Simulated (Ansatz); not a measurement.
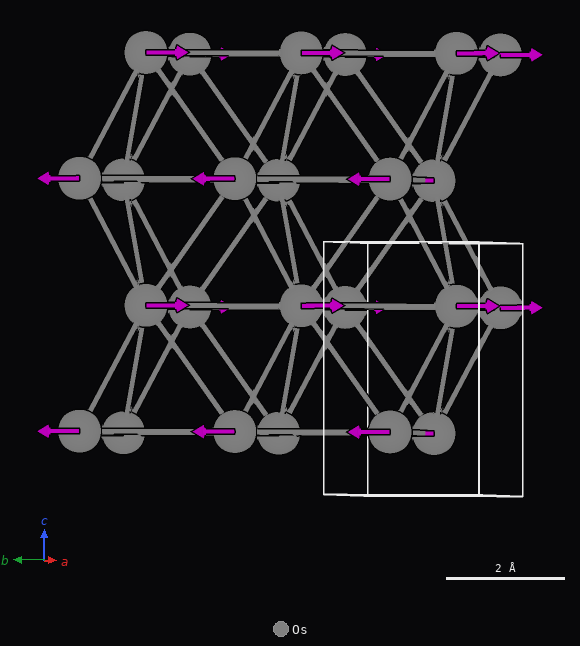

A symmetric starting cell of Os. The purple arrows show how the atoms are displaced (without the part that the change of the cell carries along), magnified 5 times. Besides, the cell is strained by +6.5 % along a, +6.1 % along [1 2 0], −2.7 % along c (volume +10.0 %). A ball-and-stick model of the cell of the calculation, repeated 2 × 3 × 2 with one cell outlined, seen from a free direction.

These are results of Ansatz 0.2.0, DFT PBEsol, scalar-relativistic, plane waves, PAW, not measurements. Settings: plane-wave cutoff 420 eV; k-point mesh 14 × 14 × 10; occupations gaussian; smearing width 0.1 eV; no spin polarisation.

Question: How are the atoms displaced, and what does the calculation give?

Answer: Atoms are displaced by 0.16 Å relative to the cell. No relaxation follows. The starting cell wasn't computed here and needn't be at equilibrium, so pressure and forces aren't due to the change alone. Some distances before and after: Os–Os 2.734 → 2.904 to 2.913 Å, Os–Os 2.675 → 2.501 to 2.806 Å. The space group (tolerance 0.01 Å) goes from P6_3/mmc (No. 194) to Cmcm (No. 63). The pressure is −23.4 GPa (not all of it need come from the change, since the unchanged cell can be under pressure at this level too). The principal stresses (compression positive) are 3.8 GPa along c, −33.9 GPa along [1 2 0], −40.0 GPa along a. The largest forces, 2.4 eV/Å, act on 2 Os atoms of the calculation's cell. The forces point straight back along the displacements (cosine −1.00).
